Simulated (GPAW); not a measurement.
**ZnS (F-43m): ε∞ against the local-field cutoff**

The size of the dielectric matrix of ZnS (F-43m) is raised step by step, on the same bands.

Cell: a, b, c = 3.821, 3.821, 3.821 Å (primitive vectors), 2 atoms.

Method: GPAW 26.7.0, PBE, RPA, k-mesh 11×11×11, Lorentzian half width 0.15 eV.

Launch of the response step: `OMP_NUM_THREADS=1 python df.py`. The series took 83 s in all, its band step included, on 1 thread of Arm Neoverse V2 (shared host).

| cutoff (eV) | time of the step (s) | ε∞ |
| --- | --- | --- |
| 40 | 6 | 5.6682 |
| 60 | 6 | 5.6094 |
| 100 | 7 | 5.5817 |
| 150 | 12 | ? |

The number of plane waves grows as cutoff^(3/2); a common extrapolation takes the result as linear in its inverse.

Working, on the rows shown:

| x = cutoff^(−3/2) (eV^−3/2) | y = ε∞ |
| --- | --- |
| 0.00395285 | 5.6682 |
| 0.00215166 | 5.6094 |
| 0.001 | 5.5817 |

Means: x̄ = 0.0023682, ȳ = 5.6198. Σ(x − x̄)(y − ȳ) = 0.0001311, Σ(x − x̄)² = 4.430e-06. Slope = 0.0001311 / 4.430e-06 = 29.59; intercept = ȳ − slope · x̄ = 5.5497. The line misses the rows shown by at most 0.004.

Problem. Fill in the last column of the withheld row.

Solution. At x = 0.00054433 the line gives y = 5.5658. The run gave 5.5721, so the extrapolation is off by 0.0063, 7 % of the range in the table.

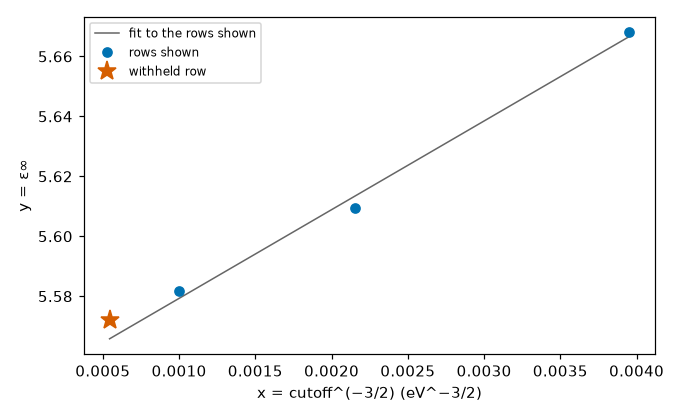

Refitted with all rows, the slope is 28.34 and the intercept 5.5536. The line reaches 5.554 at infinite cutoff, 0.3 % from the last run, while the last two runs differ by 0.17 %. ε∞ moves in steps as shells of reciprocal vectors enter, so the limit is good only to about the larger of these. The cell comes from an older database entry, whose edges can be off by a per cent or so. Excitons are left out; PBE gaps are as a rule too small. The values come from a sum over the points of one k-mesh and carry its error, which grows as the direct gap shrinks.
